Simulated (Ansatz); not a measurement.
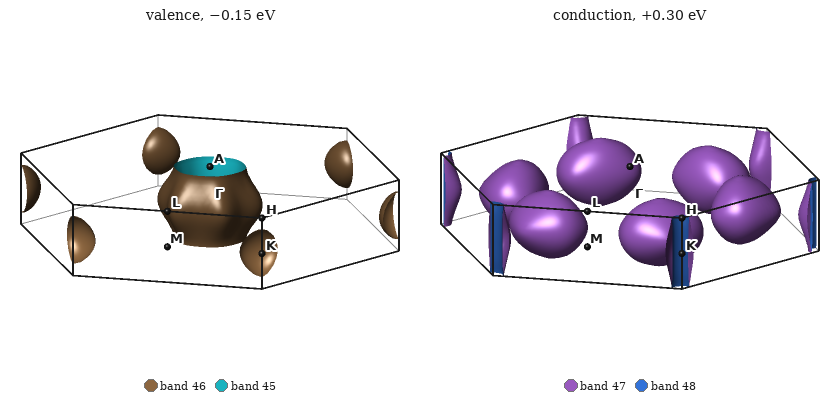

Te2Mo (space group P6_3/mmc, No. 194): constant-energy surfaces at both band edges (energies from each edge).

Theory: DFT PBE, scalar-relativistic, plane waves, PAW; levels and slopes on a dense k mesh at the converged density (Ansatz). No spin polarisation. The levels come from a k mesh of 36×36×8 points. Cell and positions as given, without relaxation.

Masses come from a second pass at points close to the extrema; at the energies drawn a band may no longer be parabolic.

Q: What kind of gap has this crystal, and what size does the calculation give?

A: The gap is indirect, 0.71 eV at this level of theory (semilocal functionals give gaps that are too small, and can reorder valleys that lie close).

Q: Give the valleys and their effective masses.

A: Valence band (extrema up to 0.15 eV from the edge): one maximum at Γ, principal masses 1.20, 1.20 and 2.77 mₑ; two equivalent maxima at K, 0.07 eV below the edge, principal masses 0.65, 0.65 and 0.84 mₑ; six equivalent maxima on the K–Γ line, 0.09 eV below the edge, principal masses 0.44, 0.83 and 1.20 mₑ. Band 46 forms the valence edge; band 45 begins 0.08 eV lower (at A). The surfaces also take in A, where this band lies 0.08 eV below its edge, so they needn't be separate pockets.
Conduction band (extrema up to 0.30 eV from the edge): six equivalent minima on the K–Γ line, principal masses 0.38, 0.46 and 0.73 mₑ; two equivalent minima at K, 0.27 eV above the edge. Band 47 forms the conduction edge; band 48 begins 0.26 eV higher (at K). The surfaces also take in H, where this band lies 0.27 eV above its edge.

Where one band's surface lies inside another's, the outer one hides all or part of it.

Spin-orbit coupling, left out here, can change the gap, its kind, the place of the band edges and the masses, since the compound holds Te and Mo.

The run (self-consistency and the dense mesh) took 2.1 min on 2 threads of Intel(R) Xeon(R) Platinum 8259CL CPU @ 2.50GHz (Skylake/Cascade Lake) (shared host), peak memory 2.2 GiB.
